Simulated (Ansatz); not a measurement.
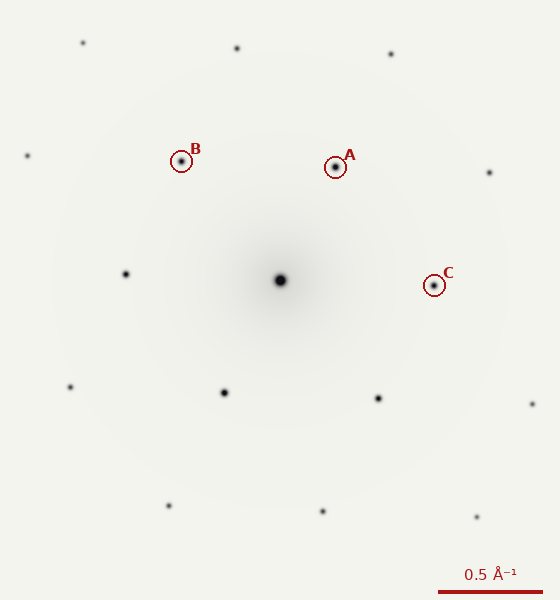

Computed electron diffraction pattern, 300 kV, single scattering only, B = 0.5 Å². The zone axis points towards the electron source and the pattern is seen from the source side.

Ge, space group Im-3m (No. 229), a = 3.297 Å. Structure: coordinates from a relaxation with DFT, LDA (PW92), plane waves (420 eV) with PAW, scalar-relativistic (Ansatz 0.2.0); the starting structure was generated, so it need not be a known form of this composition.

```csv
atom,site,symmetry,x,y,z
Ge,2a,m-3m,0.0000,0.0000,0.0000
```

Spot A is indexed 0 0 -2 and spot B -1 2 -1.

### Give hkl for C.

C = A − B = 1 -2 -1 (d = 1.346 Å).

### Find the zone axis.

The cross product of A and B is parallel to [210]; every spot obeys hu + kv + lw = 0.

### What are the spacings of A and B and the angle between them?

d(A) = 1.648 Å, d(B) = 1.346 Å, and the angle is 65.9°.
